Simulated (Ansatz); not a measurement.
Given this structure:

```xyz
20
Lattice="5.5564 0.0000 0.0000 0.0000 5.5564 0.0000 0.0000 0.0000 7.8914" Properties=species:S:1:pos:R:3 pbc="T T T"
Sr    0.0000    2.7782    1.9729
Sr    2.7782    0.0000    1.9729
Ti    0.0000    0.0000    0.0000
Ti    2.7782    2.7782    0.0000
O     1.5055    4.2837    0.0000
O     1.2727    1.5055    0.0000
O     4.2837    4.0509    0.0000
O     4.0509    1.2727    0.0000
O     2.7782    2.7782    1.9729
O     0.0000    0.0000    1.9729
Sr    2.7782    0.0000    5.9186
Sr    0.0000    2.7782    5.9186
Ti    2.7782    2.7782    3.9457
Ti    0.0000    0.0000    3.9457
O     4.2837    1.5055    3.9457
O     4.0509    4.2837    3.9457
O     1.5055    1.2727    3.9457
O     1.2727    4.0509    3.9457
O     0.0000    0.0000    5.9186
O     2.7782    2.7782    5.9186
```

### Before looking at a picture, describe the arrangement of atoms.

Formula: SrTiO$_{3}$. Space group I4/mcm (No. 140), lattice body-centred tetragonal. Content of the cell: 4 Sr, 4 Ti, 12 O (Z = 4). The polyhedra are TiO6 octahedra; they share corners. Each Sr atom is coordinated by twelve O in a distorted cuboctahedral arrangement at 2.67 to 2.90 Å. Ti is linked to six O in an octahedral arrangement at 1.97 Å. O is linked to four Sr and two Ti in a distorted octahedral arrangement (2.67 to 2.90 Å to Sr, 1.97 Å to Ti). The bonds build a three-dimensional framework.

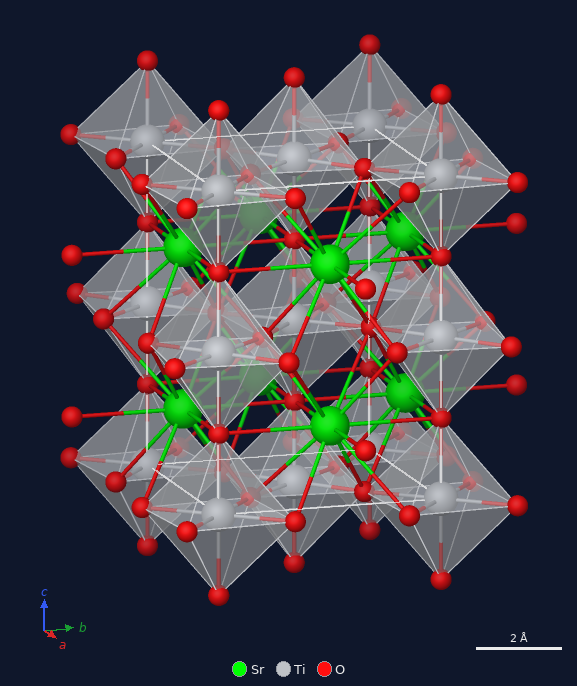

Crystal structure, polyhedral style, seen slightly off an axis. One conventional unit cell is framed, with atoms on its boundary repeated. A few atoms beyond the faces are included.

Starting structure: a structure listed in the Materials Project. A relaxation with DFT PBE, scalar-relativistic, plane waves, PAW in Ansatz gave the geometry drawn.
